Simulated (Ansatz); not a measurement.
**CHF3 (trifluoromethane): MP2/STO-3G**

Aim: the energy change on altering one bond length of CHF3 (trifluoromethane) at MP2/STO-3G, from 2 runs. 

The results are computed with Ansatz 0.2.0.

55 further runs of the same task are left out: 7 that didn't finish, 48 set aside as unsound or not needed.

**1. The molecule**

The species is CHF3 (5 atoms), meant as a singlet with charge 0. As SMILES, `FC(F)F`. The shape is that of a GFN2-xTB optimisation.

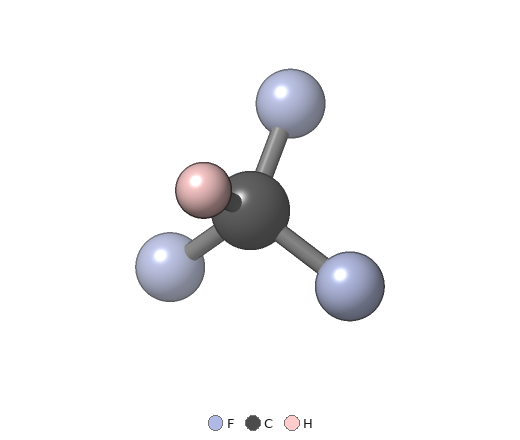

The structure, seen from a chosen angle (fluorine light blue, carbon dark grey, hydrogen pink).

**2. A single-point energy at MP2/STO-3G**

Input file molecule.yaml:

```yaml
basis:
  gaussian: {orbitals: STO-3G}
crystal:
  periodic: [false, false, false]
  atoms:
    - {symbol: F, position_ang: [-0.667670, -0.332390, 1.075060]}
    - {symbol: C, position_ang: [0.018950, 0.054610, 0.006800]}
    - {symbol: F, position_ang: [1.042420, -0.774930, -0.157420]}
    - {symbol: F, position_ang: [-0.771270, -0.038770, -1.056390]}
    - {symbol: H, position_ang: [0.377570, 1.091490, 0.131950]}
total_charge: 0
correlation: {method: mp2, frozen_orbitals: {C: 1, F: 1, H: 0}}
accuracy: high
```

The run is started by

```console
$ ansatz run molecule.yaml --threads 1 --pin off --max-ram 2610MiB --events-out events.jsonl --progress --plain --runs-dir runs
```

Log:

```text
Warning: RAYON_NUM_THREADS=1 ignored (pool sized by the plan → 1); use --threads N
Functional definition: HF
  name "HF"
  exchange = exact_x
  correlation = 0
395 factors; integrals over basis functions are off by at most 3.5e-8 eV
mean field evaluation 1: about -9031.9674 eV, gradient 3.7e1 eV
mean field evaluation 2: about -9032.1433 eV, gradient 3.7e1 eV
mean field evaluation 4: about -9036.6857 eV, gradient 2.0e0 eV
mean field evaluation 8: about -9036.7036 eV, gradient 1.8e-4 eV
mean field -9036.70361876 eV, -332.0927326918 hartree, gradient 1.3e-8 eV, S^2 0.000000; 0 other end points of the search recorded, 0 dependent functions left out
4 core orbitals not correlated: weight in the atoms' cores, before any rotation towards them, 1.000 or more for the frozen orbitals, at most 0.000 for the correlated occupied ones
reference -9036.70361876 eV, -332.0927326918 hartree; 13, 13 occupied and 4, 4 virtual orbitals, 395 factors
second order -2.56458112 eV of doubles, -0.00000000 eV of singles
Total energy: -9039.26819989 eV, -332.1869793098 hartree
```

Run time: 0.14 s. Hardware: 1 thread of Arm Neoverse V1, shared host.

**3. The distorted shape at the same level**

Input file molecule.yaml:

```yaml
crystal:
  periodic: [false, false, false]
  atoms:
    - {symbol: F, position_ang: [-0.839304, -0.429128, 1.342092]}
    - {symbol: C, position_ang: [0.018950, 0.054610, 0.006800]}
    - {symbol: F, position_ang: [1.042420, -0.774930, -0.157420]}
    - {symbol: F, position_ang: [-0.771270, -0.038770, -1.056390]}
    - {symbol: H, position_ang: [0.377570, 1.091490, 0.131950]}
basis:
  gaussian:
    orbitals: STO-3G
correlation:
  method: mp2
  frozen_orbitals: {C: 1, F: 1, H: 0}
accuracy: high
```

The run is started by

```console
$ ansatz run molecule.yaml --threads 1 --pin off --max-ram 2610MiB --events-out events.jsonl --progress --plain --runs-dir runs
```

Log:

```text
Warning: RAYON_NUM_THREADS=1 ignored (pool sized by the plan → 1); use --threads N
[... 4 set-up lines as earlier in the session ...]
394 factors; integrals over basis functions are off by at most 5.4e-8 eV
mean field evaluation 1: about -9028.5526 eV, gradient 4.0e1 eV
mean field evaluation 2: about -9028.6980 eV, gradient 4.0e1 eV
mean field evaluation 4: about -9035.3092 eV, gradient 2.3e0 eV
mean field evaluation 8: about -9035.3332 eV, gradient 7.3e-2 eV
mean field -9035.33325046 eV, -332.0423725854 hartree, gradient 2.3e-8 eV, S^2 0.000000; 0 other end points of the search recorded, 0 dependent functions left out; unrestricted orbitals would lower it
mean field evaluation 16: about -9035.2004 eV, gradient 2.1e0 eV
4 core orbitals not correlated: weight in the atoms' cores, before any rotation towards them, 1.000 or more for the frozen orbitals, at most 0.000 for the correlated occupied ones
reference -9035.33325046 eV, -332.0423725854 hartree; 13, 13 occupied and 4, 4 virtual orbitals, 394 factors
second order -3.05698340 eV of doubles, -0.00000000 eV of singles
Total energy: -9038.39023385 eV, -332.1547146532 hartree
```

Wall time 0.14 s (1 thread of Arm Neoverse V1, shared host).

**4. Outcome**

Level: MP2/STO-3G, 4 core orbitals frozen.

| quantity | value |
| --- | --- |
| first shape: total energy | -332.18698 Eh |
| first shape: correlation energy (4 core orbitals frozen) | -94.2 mEh |
| distorted shape: total energy | -332.15471 Eh |
| distorted shape: correlation energy (4 core orbitals frozen) | -112.3 mEh |
| energy change with the F1–C2 bond stretched from 1.328 to 1.659 Å | 0.878 eV |

With the F1–C2 bond stretched from 1.328 to 1.659 Å the energy rises by 0.88 eV (84.7 kJ/mol). The first shape isn't relaxed at this level, so the change isn't measured from a minimum. The minimal basis adds a large error of its own. The restricted solution (distorted shape) is unstable to spin breaking: an unrestricted one lies lower.
